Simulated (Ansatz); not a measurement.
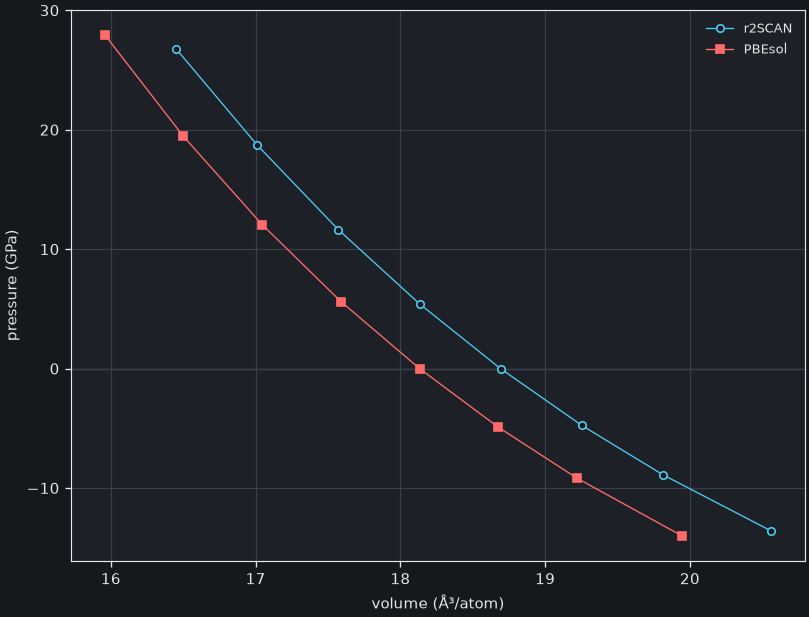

Figure. Pressure against volume, with one curve for each functional, for Nb (space group Fm-3m).

Settings that differ: r2SCAN: wave cutoff 500 eV; PBEsol: wave cutoff 420 eV.

The fitted equilibrium volumes, smallest first, are PBEsol 18.13, r2SCAN 18.69 Å³/atom. The fitted bulk moduli, smallest first, are r2SCAN 169, PBEsol 175 GPa. For r2SCAN, the pressure falls from 26.80 GPa at volume 16.449 Å³/atom to −13.59 GPa at 20.562 Å³/atom, and changes sign near 18.69 Å³/atom. For PBEsol, the pressure falls from 27.97 GPa at volume 15.957 Å³/atom to −14.01 GPa at 19.947 Å³/atom, and changes sign near 18.13 Å³/atom.

Method: third-order Birch-Murnaghan fit to density functional energies at scaled volumes of the given relaxed cell, shape and atoms relaxed at each volume; energies count from the fitted minimum; plane waves with PAW datasets, Γ-centred k mesh (Ansatz 0.2.0). All runs: no spin polarisation.

| setting | value |
| --- | --- |
| k mesh | 18×18×18 |
| occupations | Gaussian |
| smearing width | 0.1 eV |
